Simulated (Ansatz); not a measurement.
System: Fe, space group Im-3m (No. 229).

Starting cell:
```yaml
crystal:
  lattice:
    - [2.83169, 0.00000, 0.00000]
    - [0.00000, 2.83169, 0.00000]
    - [0.00000, 0.00000, 2.83169]
  atoms:
    - { symbol: Fe, position: [0.00000, 0.00000, 0.00000] }
    - { symbol: Fe, position: [0.50000, 0.50000, 0.50000] }
```

One of the inputs:
```
crystal:
  lattice:
    - [2.8316863192, 0.0, 0.0]
    - [0.0, 2.8316863192, 0.0]
    - [0.0, 0.0, 2.8316863192]
  atoms:
    - { symbol: Fe, position: [0.0, 0.0, 0.0], spin: 2.44 }
    - { symbol: Fe, position: [0.5, 0.5, 0.5], spin: 2.44 }
basis:
  ecutwfc: 420
kpoints:
  mp_grid: { grid: [14, 14, 14] }
hamiltonian:
  xc: pbe
scf:
  occupations: { method: gaussian, width: 0.1 }
output:
  forces: true
  stress: true
  eigenvalues: true
  populations: true
magnetization:
  spin_polarized: true
```

How it was computed, with Ansatz 0.2.0: energy, stress and cell of a relaxed crystal along a series of strains, atoms and what the cell freedom names relaxed within the symmetry; plane waves with PAW datasets, Γ-centred k mesh; energies extrapolated to zero smearing. Level: PBE, collinear spin. The state reached is ferromagnetic.

```tsv
setting	value
wave cutoff	420 eV
k mesh	14×14×14
occupations	Gaussian
smearing width	0.1 eV
strain kind	isotropic
cell freedom	cell held, all vectors scaled
```

Describe the result: the energy change and volume change against strain. The strain takes the values −4.5, −3.0, −1.5, 0.0, 1.5, 3.0, 4.5 %.

The energy rises on both sides of the starting structure, which is therefore a minimum along this path. The energy change is 151 meV/atom at strain −4.5 % and 100 meV/atom at 4.5 %; the lowest computed point is at strain 0.0 % (0 meV/atom), in a single well. The volume change rises from −12.90 % at strain −4.5 % to 14.12 % at 4.5 %. The solid is metallic at every point.

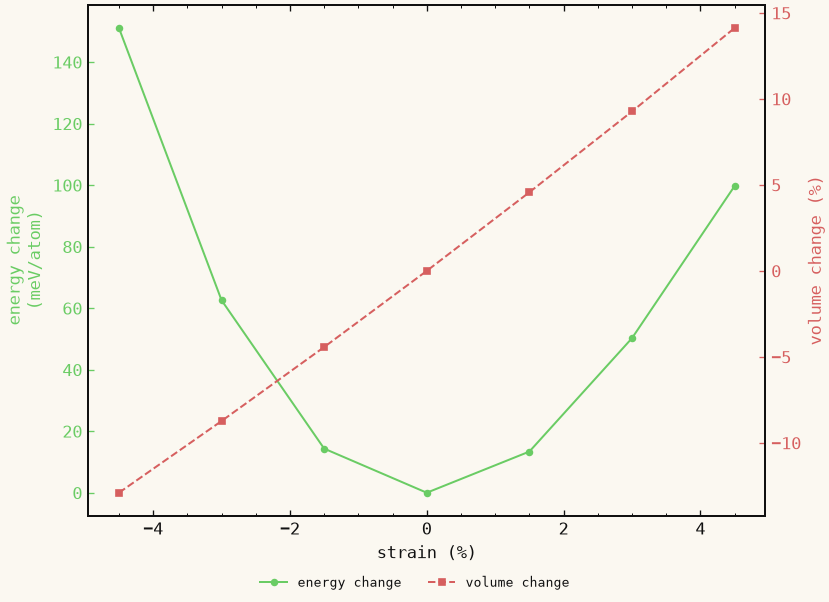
